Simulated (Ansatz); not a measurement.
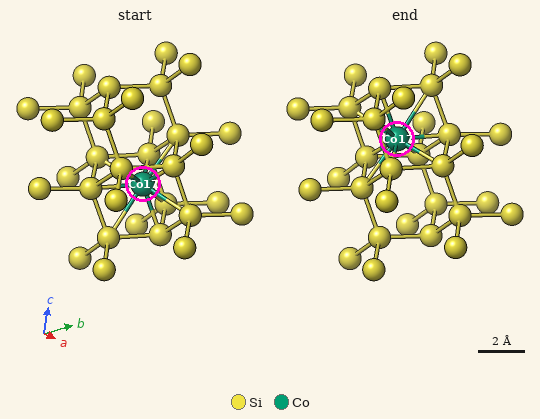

The two relaxed end points of a path for a defect cell of composition CoSi₁₆ (17 atoms in the cell). A ball-and-stick model of the atoms within 5.3 Å of the middle of the path, seen slightly off an axis. The moving atom is ringed, with any periodic copies. Bonds to atoms that aren't drawn are left out.

These are results of DFT PBEsol, scalar-relativistic, plane waves, PAW in Ansatz, not measurements.

The input:
```yaml
crystal:
  lattice:
    - [0.0, 5.4338342048, -5.4338342048]
    - [5.4338342048, 5.4338342048, 0.0]
    - [5.4338342048, 0.0, -5.4338342048]
  atoms:
    - { symbol: Si, position: [0.1272625989, 0.1271605956, 0.127345139] }
    - { symbol: Si, position: [0.1271670971, 0.6167436546, 0.1268958072] }
    - { symbol: Si, position: [0.6164394235, 0.1270948879, 0.127152443] }
    - { symbol: Si, position: [0.625857318, 0.6257688819, 0.1206074153] }
    - { symbol: Si, position: [0.121324804, 0.1205830311, 0.6348789959] }
    - { symbol: Si, position: [0.1223861013, 0.6260555082, 0.6227757895] }
    - { symbol: Si, position: [0.6260728591, 0.1229537748, 0.6226887932] }
    - { symbol: Si, position: [0.6263009555, 0.6259144605, 0.6229398379] }
    - { symbol: Si, position: [0.2491404425, 0.7510417831, 0.2469489648] }
    - { symbol: Si, position: [0.2449947597, 0.2455151015, 0.2625809222] }
    - { symbol: Si, position: [0.750811179, 0.7510168245, 0.2471071659] }
    - { symbol: Si, position: [0.7509581714, 0.249157458, 0.2468207764] }
    - { symbol: Si, position: [0.2500974503, 0.7445942497, 0.7527203528] }
    - { symbol: Si, position: [0.2499025497, 0.2498183248, 0.7532444783] }
    - { symbol: Si, position: [0.7496369248, 0.7501816752, 0.7481041928] }
    - { symbol: Si, position: [0.7451174831, 0.2496482497, 0.7531348227] }
    - { symbol: Co, position: [-0.0060093937, -0.0058723178, 0.0163723109], spin: 0.87 }
basis:
  ecutwfc: 420
  xc_grid: 2
kpoints:
  mp_grid: { grid: [3, 3, 3], shift: [0.0, 0.0, 0.0] }
hamiltonian:
  xc: pbesol
scf:
  occupations: { method: gaussian, width: 0.02 }
output:
  forces: true
magnetization:
  spin_polarized: true
neb:
  images: 3
  f_tol: 0.05
  max_iterations: 70
  order_check: false
  final_atoms:
    - { symbol: Si, position: [0.1219364058, 0.1240418286, 0.1281792236] }
    - { symbol: Si, position: [0.1221311904, 0.6258595575, 0.1280510352] }
    - { symbol: Si, position: [0.6239351693, 0.124188821, 0.1278928341] }
    - { symbol: Si, position: [0.6280907835, 0.6300052403, 0.1124190778] }
    - { symbol: Si, position: [0.1229227928, 0.1253630752, 0.6268958072] }
    - { symbol: Si, position: [0.1279653528, 0.6250974503, 0.6217555217] }
    - { symbol: Si, position: [0.6229005555, 0.1298825169, 0.6218651773] }
    - { symbol: Si, position: [0.6224120527, 0.6249025497, 0.6222796472] }
    - { symbol: Si, position: [0.2567683334, 0.7477374011, 0.247654861] }
    - { symbol: Si, position: [0.2472336151, 0.249142682, 0.2543925847] }
    - { symbol: Si, position: [0.7458065589, 0.7478329029, 0.2481041928] }
    - { symbol: Si, position: [0.7456867545, 0.2585605765, 0.247847557] }
    - { symbol: Si, position: [0.246217399, 0.7526138987, 0.7522242105] }
    - { symbol: Si, position: [0.2467154271, 0.2489271409, 0.7523112068] }
    - { symbol: Si, position: [0.751786831, 0.753675196, 0.7401210041] }
    - { symbol: Si, position: [0.7501552539, 0.2486990445, 0.7520601621] }
    - { symbol: Co, position: [-0.1205094007, -0.1189906063, 0.3586276891] }
```

Run as
```bash
ansatz run input.yaml --threads 4 --pin off --max-ram 10240MiB --backend cpu --events-out ev --progress --plain --runs-dir out
```

### What barrier does the band find between them, and by what path?

The two ends have the same energy, and the highest point, image 2, lies 0.222 eV above the start. The Co atom travels furthest, 2.15 Å from end to end, along [−1 −1 3], on a straight line. At the highest image its nearest neighbour (Si) is 2.30 Å away, against 2.37 Å at the start, and the surrounding atoms stand up to 0.10 Å off the mean of their end positions. The band converged in 5 iterations. The largest component of the band force went from 0.72 to 0.018 eV/Å. The climbing image converged on the top of the path. Its curvatures weren't checked.

Energies of the converged images:

```
image  path (Å)  E (eV)
    0      0.00   0.000
    1      0.57   0.062
    2      1.14   0.222
    3      1.71   0.062
    4      2.28   0.000
```

The geometry at the top of the path:

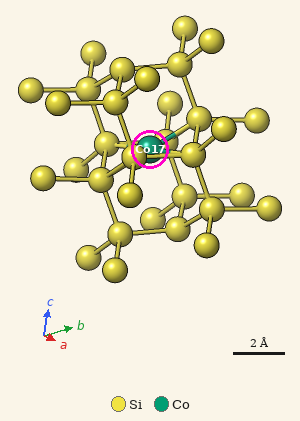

Limits of the set-up: the periodic images lie only 7.7 Å apart, so the values are limited by the cell's size.

Cost: 28 min on 4 threads of Arm Neoverse V1, on a shared host, peak memory 2.5 GiB.
